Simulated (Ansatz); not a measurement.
## Electronic structure of ZnO in real space

```
Zn O
1.0
     2.85756    0.00000    0.00000
     0.00000    6.07835    0.00000
     0.00000    0.00000    2.79026
Zn O
2 2
Direct
  0.00000 0.00000 0.00000
  0.50000 0.50000 0.00000
  0.00000 0.50000 0.50000
  0.50000 0.00000 0.50000
```

Space group Cmmm; a generated structure, not necessarily the stable one.

All numbers below come from Kohn-Sham DFT of a periodic cell, r2SCAN, Ansatz PAW (Ansatz).

The density is the valence pseudo-density of a PAW calculation; it isn't the true density close to the nuclei.

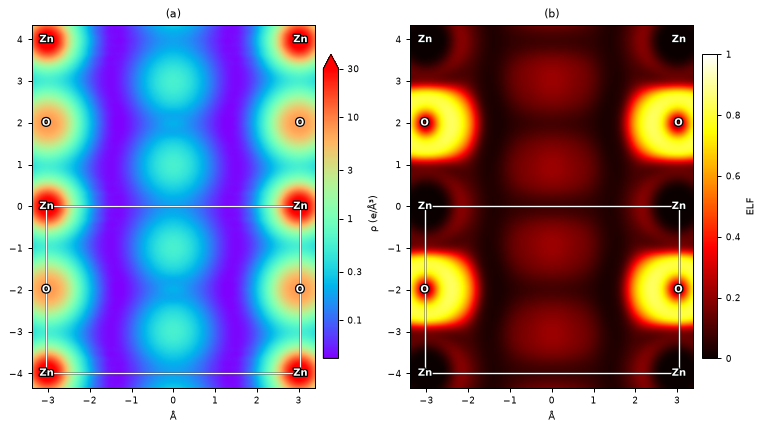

Figure 1. (a) valence electron density; (b) electron localisation function on the (101) plane of the conventional cell.

What do the fields say about this system?

- Atoms in the plane: Zn and O.
- Zn–O (2.00 Å): the density is about 0.56 e/Å³ at the midpoint; the ELF peaks at about 0.80 in the valence shell of O, 0.6 Å from its nucleus, and is about 0.20 at the midpoint: no localised pair shows between them.
- Between the atoms the lowest density in this plane is 0.04 e/Å³.

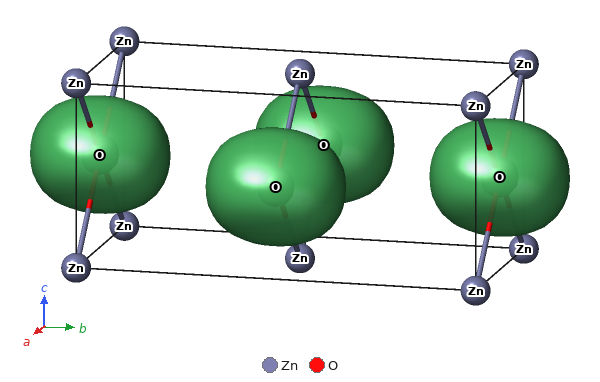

Figure 2. Isosurface of the ELF at 0.6 (green), seen slightly off an axis. Core shells and regions of very low density are left out. Sticks mark near contacts.

Describe the localisation domains.

The surface consists of two regions wrapped around O (the valence shell of each), counted in one cell of 4 atoms. Regions shared between cells count once.
